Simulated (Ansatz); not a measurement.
Ti

The calculation's input:

```
crystal:
  lattice:
    - [0.0, 2.7838202825, 2.7838202825]
    - [2.7838202825, 0.0, 2.7838202825]
    - [2.7838202825, 2.7838202825, 0.0]
  atoms:
    - { symbol: Ti, position: [0.125, 0.125, 0.125] }
    - { symbol: Ti, position: [0.875, 0.875, 0.875] }
hamiltonian:
  xc: r2scan
  pseudopotentials:
    kind: paw
    azcp:
      Ti: "pseudopotentials/Ti.paw.azcp"
basis:
  ecutwfc: 500
  fft_grid_basis: typed
kpoints:
  mp_grid: { grid: [11, 11, 11], shift: [0, 0, 0] }
magnetization:
  spin_polarized: false
scf:
  occupations: { method: fermi_dirac, width: 0.1 }
  lower_state_search: "off"
output:
  stress: true
  write_density: true
  write_potential: true
  elf: true
  volumetric_format: npy
```

Command:

```sh
ansatz run input.yaml --threads 1 --pin off --max-ram 3584MiB --backend cpu --events-out ev --progress --plain --runs-dir out
```

Below, planes, directions and counts refer to the conventional cell (a = 5.57 Å, b = 5.57 Å, c = 5.57 Å, α = 90.00°, β = 90.00°, γ = 90.00°).

Space group Fd-3m; set up as Ti, diamond; a generated structure, not necessarily the stable one; changed on purpose from its base cell (volume × 1.0); computed without spin polarisation.

The calculation used DFT, r2SCAN, plane waves (500 eV) with PAW, scalar-relativistic in Ansatz 0.2.0.

Q: Predict the valence pseudo-density and electron localisation function between the atoms.

A: Ti–Ti (2.41 Å): the density is about 0.3 e/Å³ at the midpoint; the ELF is about 0.10 at the midpoint (no localised pair shows between them).

Q: Does the calculation give a band gap?

A: It is metallic or semimetallic at this level of theory: no gap opens.

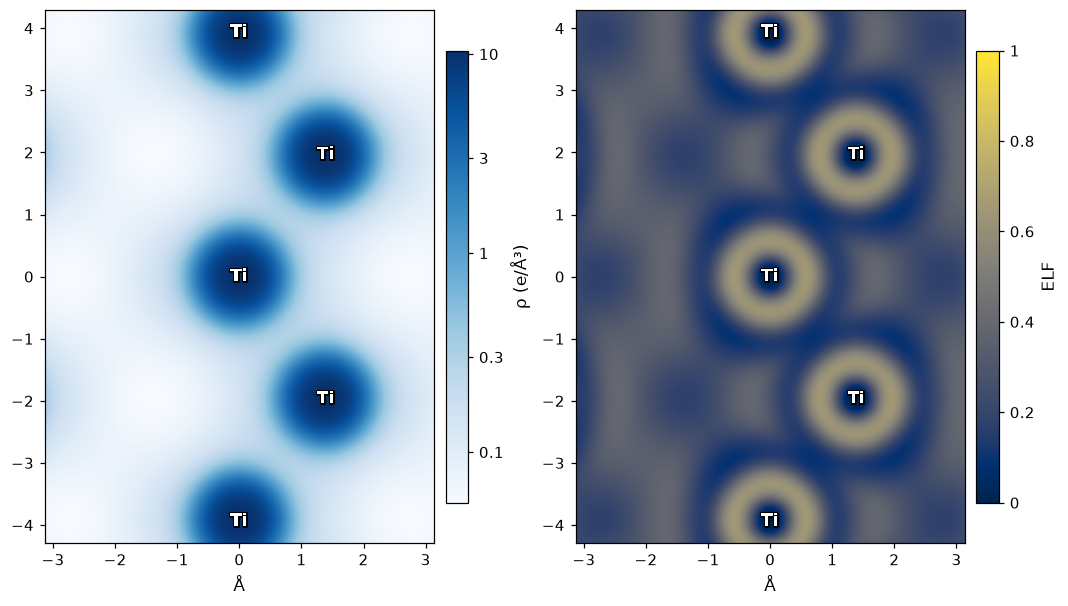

Computed valence pseudo-density and electron localisation function on the (110) plane of the conventional cell, in this order. 

Core electrons are frozen (PAW), and the valence fields are smoothed inside the atomic spheres.
